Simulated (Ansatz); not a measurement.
```cif
data_structure
_symmetry_space_group_name_H-M 'P 1'
_symmetry_Int_Tables_number 1
_cell_length_a 4.0260
_cell_length_b 4.0260
_cell_length_c 39.7220
_cell_angle_alpha 90.000
_cell_angle_beta 90.000
_cell_angle_gamma 120.000
_cell_volume 557.58
loop_
_atom_site_label
_atom_site_type_symbol
_atom_site_fract_x
_atom_site_fract_y
_atom_site_fract_z
_atom_site_occupancy
Te1 Te 0.66667 0.33333 0.22713 1
Pt1 Pt 0.00000 0.00000 0.26243 1
Te2 Te 0.33333 0.66667 0.29642 1
Te3 Te 0.66667 0.33333 0.35715 1
Pt2 Pt 0.00000 0.00000 0.39113 1
Te4 Te 0.33333 0.66667 0.42643 1
```

All numbers below come from DFT PBE+D3(BJ), scalar-relativistic, plane waves, PAW (Ansatz).

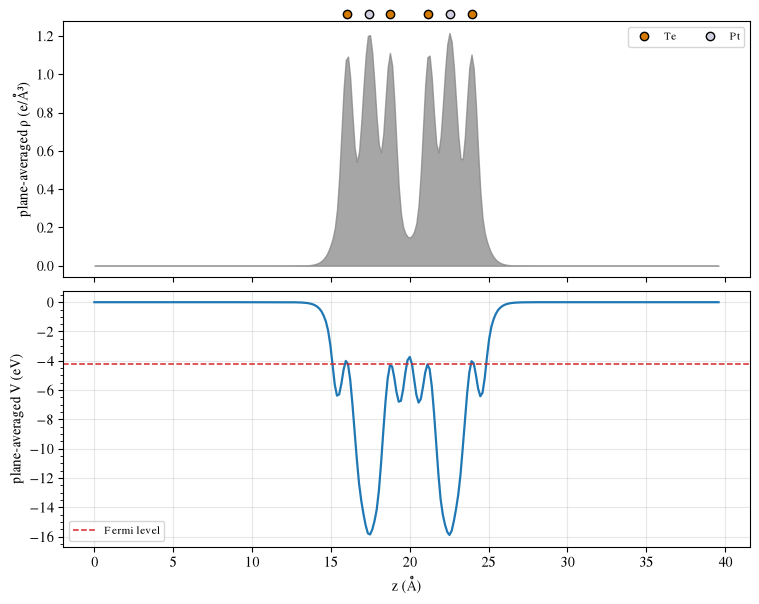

Te₂Pt. Plane average of the electrostatic potential (local pseudopotential plus Hartree) felt by an electron and of the valence electron density across the slab. Circles mark the heights of the atoms.

**Read off the work function of this surface.**

The potential is flat in the vacuum, 4.22 eV above the Fermi level; this is the work function, the same on both faces.

**How thick is the slab, and how wide the vacuum?**

The outermost nuclei are 7.9 Å apart, in 6 atomic planes; the vacuum between periodic images is 31.8 Å wide.
